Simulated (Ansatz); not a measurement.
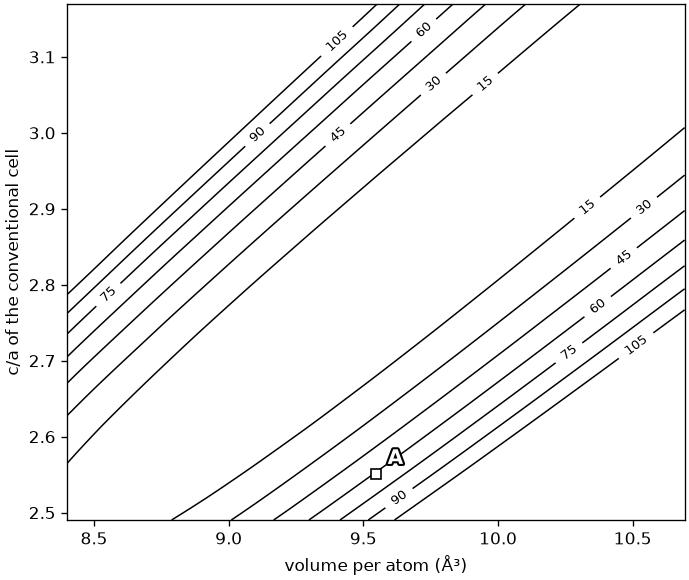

BN (P6_3/mmc, No. 194; 4 atoms in the cell). The energy is mapped over volume and the cell's shape. Coordinates scanned: (1) volume per atom; (2) c/a of the conventional cell. Nothing is relaxed (symmetry fixes all fractional coordinates). The scan uses an 11 × 11 grid. Points are written as (first, second). Energies are in meV/atom, from the lowest grid point. All numbers below come from DFT PBEsol, scalar-relativistic, plane waves, PAW (Ansatz 0.2.0). Settings: cutoff 520 eV, k-mesh 12×12×4 in the order of the run's cell vectors, gaussian smearing 0.05 eV, no spin polarisation.

The picture shows contour lines labelled in meV/atom (none above 105), the point A. Between grid points the surface is interpolated.

### Which way does the force act at A, and how strong is it?

A, at (9.547 Å³, 2.551), is not a stationary point. The computed force is 124 meV/atom for each Å³ towards smaller values of volume per atom and 480 meV/atom for each unit towards larger values of c/a of the conventional cell.

PAW datasets: the set soft_1.
